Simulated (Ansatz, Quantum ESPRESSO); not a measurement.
# N on top sites of RuAl(110): the work function of the upper face at a withheld member of a series

Method. Quantum ESPRESSO 7.5, PBE, GBRV ultrasoft. Slabs of 3 layers, covered on the upper face; adsorbates and the top layer relax in a periodic cell, the rest is held (the clean slab relaxes both outer layers); a run under open boundaries (ESM, bc1) gives both vacuum levels. Cells of one to 6 surface sites carry the coverages, on meshes of like density; cold smearing of 0.02 Ry. The slabs take the lattice constants of the bulk relaxed by the same program. The series steps the coverage.

| coverage | work function of the upper face (eV) |
| --- | --- |
| 0 ML | 4.717 |
| 0.1667 ML | 5.059 |
| 0.25 ML | 5.185 |
| 0.3333 ML | 5.450 |
| 0.5 ML | 5.567 |
| 0.6667 ML | 5.925 |
| 0.75 ML | 5.990 |

One more run was made and is withheld. What is the work function of the upper face at 1 ML?

**Fit.** The rows at 0.6667 ML and 0.75 ML give a slope of (5.990 − (5.925))/(0.75 − (0.6667)) = 0.7803, so a straight line gives 6.185 eV. A parabola through these and the row at 0.5 ML gives 5.729 eV.

**The withheld run.** 6.313 eV. The line misses by −0.128 and the parabola by −0.584 eV. The line does better here.

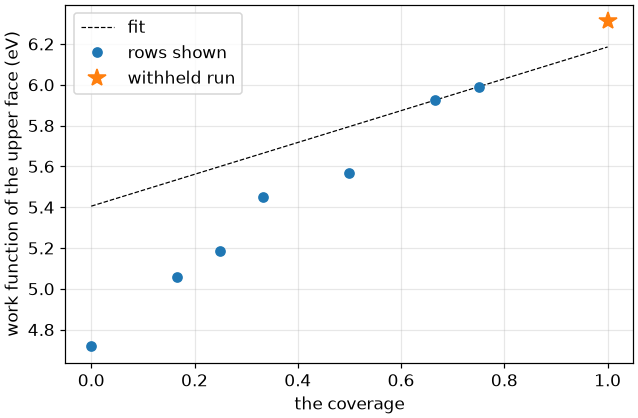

The rows shown, the fit and the withheld run.

**Limits.** Thin slabs, one site and one ordered pattern a coverage; no reconstruction or subsurface sites; meshes differ a little between cells.
